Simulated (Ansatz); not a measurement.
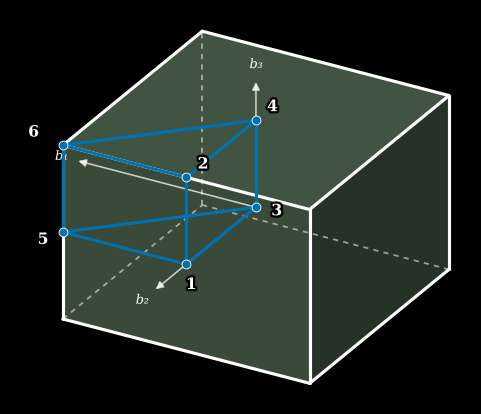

Crystal: TiAl, the geometry relaxed with DFT PBEsol, scalar-relativistic, plane waves, PAW in Ansatz. The first Brillouin zone of a primitive tetragonal lattice (tP; extended symbol tP1) is drawn with its special points numbered. Geometry calculated from the standardised cell; symmetry tolerance 0.002 Å.

a = 2.795 Å, b = 2.795 Å, c = 4.041 Å, α = 90.00°, β = 90.00°, γ = 90.00°.

Labels and path follow the convention of Hinuma et al. (2017), as computed by seekpath; the arrows show the directions of the reciprocal primitive vectors b₁, b₂, b₃, in which coordinates are given.

Question: Give the label and coordinates of each numbered point.

Answer:
| no. | label | coordinates |
| --- | --- | --- |
| 1 | X | (0, 1/2, 0) |
| 2 | R | (0, 1/2, 1/2) |
| 3 | Γ | (0, 0, 0) |
| 4 | Z | (0, 0, 1/2) |
| 5 | M | (1/2, 1/2, 0) |
| 6 | A | (1/2, 1/2, 1/2) |
